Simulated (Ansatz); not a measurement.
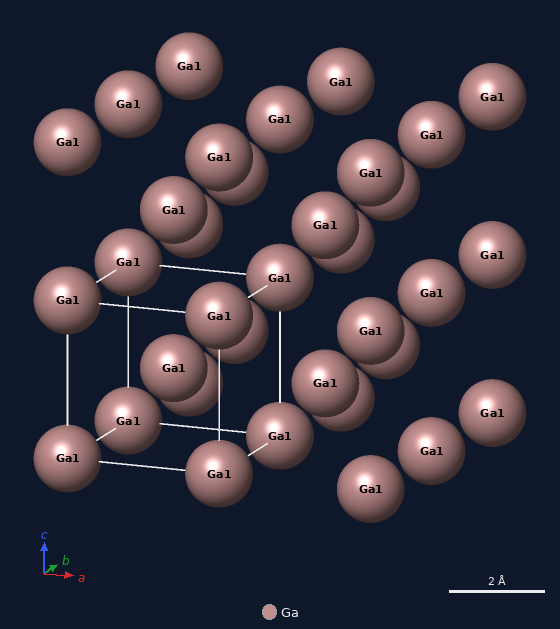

The starting point is a symmetric starting cell of Ga (made from another compound by putting Ga in place of In). A spheres-only model of the conventional cell (2 times the calculation's cell), repeated 2 × 2 × 2 with one cell outlined, seen slightly off an axis. Lengths and directions refer to the drawn axes.

Method: Ansatz 0.2.0, DFT PBE, scalar-relativistic, plane waves, PAW. Set-up: plane-wave cutoff 420 eV; k-point mesh 18 × 18 × 18; occupations gaussian; smearing width 0.1 eV; no spin polarisation.

Change: All lengths are scaled by −0.4 % (volume −1.2 %), the atoms keeping their fractional coordinates. No relaxation follows. The starting cell wasn't computed here and needn't be at equilibrium, so pressure and forces aren't due to the change alone.

Question: Predict the response.

Answer: The pressure is −2.2 GPa (not all of it need come from the change, since the unchanged cell can be under pressure at this level too). All forces vanish by symmetry. Near-neighbour distances before and after: Ga–Ga 2.985 → 2.973 Å. The space group stays Im-3m (No. 229).
